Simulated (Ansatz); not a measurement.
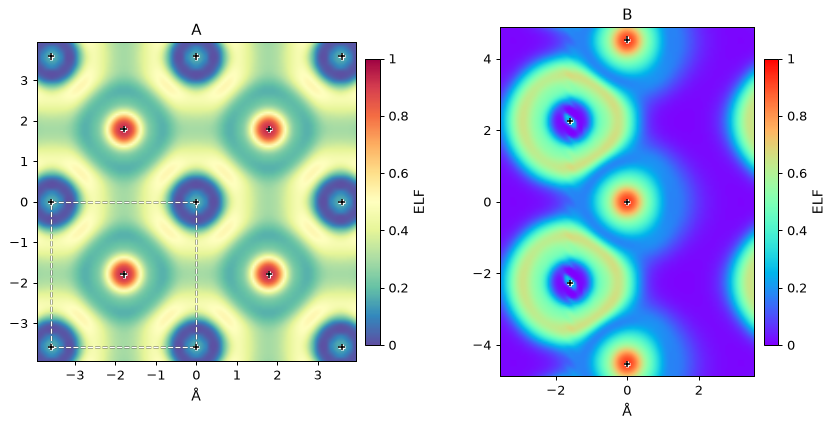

The electron localisation function of 2 systems, each on a plane through atoms (crosses mark nuclei in the plane).

Theory: Ansatz 0.2.0, DFT LDA, scalar-relativistic, plane waves, PAW.

System 1: CdTe, the (011) plane of the conventional cell. Space group F-43m.

```yaml
crystal:
  lattice:
    - [6.41000, 0.00000, 0.00000]
    - [0.00000, 0.00000, -6.41000]
    - [0.00000, 6.41000, 0.00000]
  atoms:
    - { symbol: Cd, position: [0.50000, 0.50000, 0.00000] }
    - { symbol: Cd, position: [0.00000, 0.50000, 0.50000] }
    - { symbol: Cd, position: [0.00000, 0.00000, 0.00000] }
    - { symbol: Cd, position: [0.50000, 0.00000, 0.50000] }
    - { symbol: Te, position: [0.75000, 0.75000, 0.25000] }
    - { symbol: Te, position: [0.25000, 0.75000, 0.75000] }
    - { symbol: Te, position: [0.25000, 0.25000, 0.25000] }
    - { symbol: Te, position: [0.75000, 0.25000, 0.75000] }
```

System 2: AlCu3, the (001) plane of the conventional cell. Space group Pm-3m; a structure from a database of computed crystals, not necessarily the ambient phase; computed without spin polarisation.

```cif
data_structure
_symmetry_space_group_name_H-M 'P 1'
_symmetry_Int_Tables_number 1
_cell_length_a 3.5892
_cell_length_b 3.5892
_cell_length_c 3.5892
_cell_angle_alpha 90.000
_cell_angle_beta 90.000
_cell_angle_gamma 90.000
_cell_volume 46.24
loop_
_atom_site_label
_atom_site_type_symbol
_atom_site_fract_x
_atom_site_fract_y
_atom_site_fract_z
_atom_site_occupancy
Al1 Al 0.00000 0.00000 0.00000 1
Cu1 Cu 0.50000 0.50000 0.00000 1
Cu2 Cu 0.50000 0.00000 0.50000 1
Cu3 Cu 0.00000 0.50000 0.50000 1
```

Match each panel to its system.

Panel A is system 2, AlCu3: the plane holds Al and Cu. Al–Cu (2.54 Å): the ELF is about 0.40 at the midpoint. Panel B is system 1, CdTe: the plane holds Cd and Te. Cd–Te (2.78 Å): the ELF is about 0.50 at the midpoint and 0.20 at its lowest between the atoms.
